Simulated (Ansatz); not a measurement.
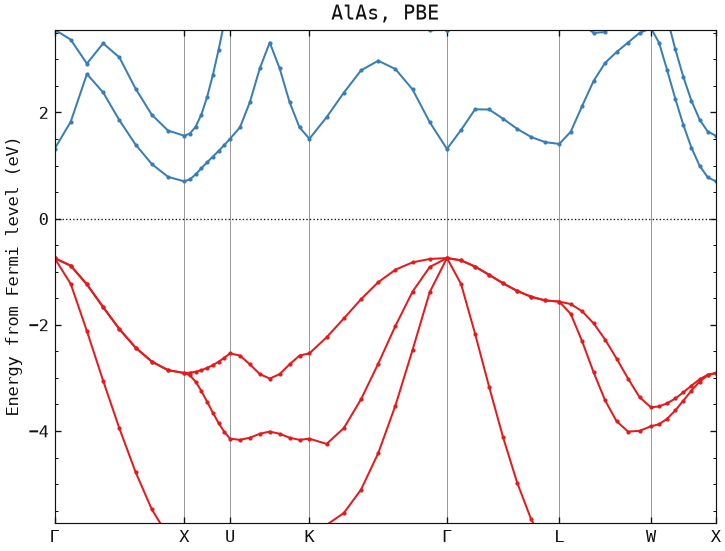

Band structure. Energies are counted from the Fermi level. The path runs straight from each named point to the next.

Structure: AlAs, space group F-43m, 2 atoms in the cell.

Computed with Ansatz: DFT, PBE, PAW with Ansatz's default frozen-core files, scalar-relativistic, no spin polarisation, 10×10×10 k mesh, 420 eV cutoff.

Q: Is there a gap? Give its size, its kind and where the band edges lie.

A: A semiconductor. The gap along this path is 1.45 eV and indirect, from the valence-band top at Γ to the conduction-band bottom at X; the smallest direct gap is 2.05 eV, at Γ.

Q: What are the direct gaps at U, L and K?

A: The direct gaps are 4.04 eV at U, 2.97 eV at L and 4.04 eV at K.

Q: How many bands meet at the valence-band top?

A: Three bands meet at the valence-band top at Γ: it is triply degenerate (spin aside).
